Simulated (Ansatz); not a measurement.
Cell and atoms:

```yaml
crystal:
  lattice:
    - [6.13675, 0.00000, 0.00000]
    - [0.00000, 6.13675, 0.00000]
    - [0.00000, 0.00000, 5.03980]
  atoms:
    - { symbol: Si, position: [0.00000, 0.00000, 0.75000] }
    - { symbol: Si, position: [0.00000, 0.00000, 0.25000] }
    - { symbol: Ta, position: [0.83693, 0.66307, 0.50000] }
    - { symbol: Ta, position: [0.33693, 0.83693, 0.50000] }
    - { symbol: Ta, position: [0.66307, 0.83693, 0.00000] }
    - { symbol: Ta, position: [0.16307, 0.66307, 0.00000] }
    - { symbol: Si, position: [0.50000, 0.50000, 0.25000] }
    - { symbol: Si, position: [0.50000, 0.50000, 0.75000] }
    - { symbol: Ta, position: [0.33693, 0.16307, 0.00000] }
    - { symbol: Ta, position: [0.83693, 0.33693, 0.00000] }
    - { symbol: Ta, position: [0.16307, 0.33693, 0.50000] }
    - { symbol: Ta, position: [0.66307, 0.16307, 0.50000] }
```

Question: What crystal do these data define?

Answer: The formula is Ta2Si. The lattice is body-centred tetragonal and the space group I4/mcm (No. 140). With Z = 4, the cell contains 8 Ta, 4 Si. By contacts within bonding range, the coordination numbers are Ta 7 and Si 10. Not all metal-metal contacts are counted.

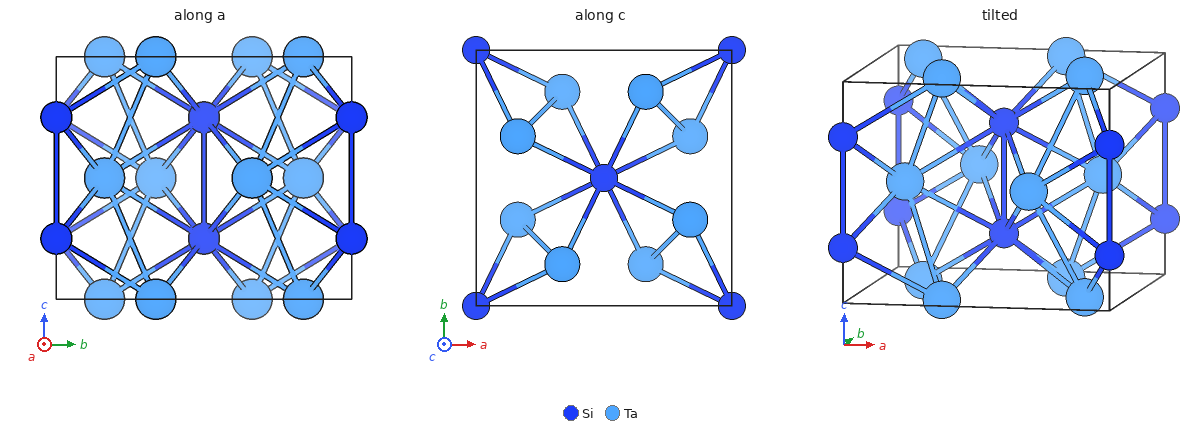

The figure gives a ball-and-stick picture of the atoms, viewed along the a axis, along the c axis and slightly off an axis. One conventional unit cell is framed, with atoms on its boundary repeated.

The initial geometry was a structure listed in the Materials Project. Earlier steps of the study, as a rule a relaxation of our own, may have changed the cell and positions, so they can lie some per cent off the listed ones. It went into a calculation with Ansatz.
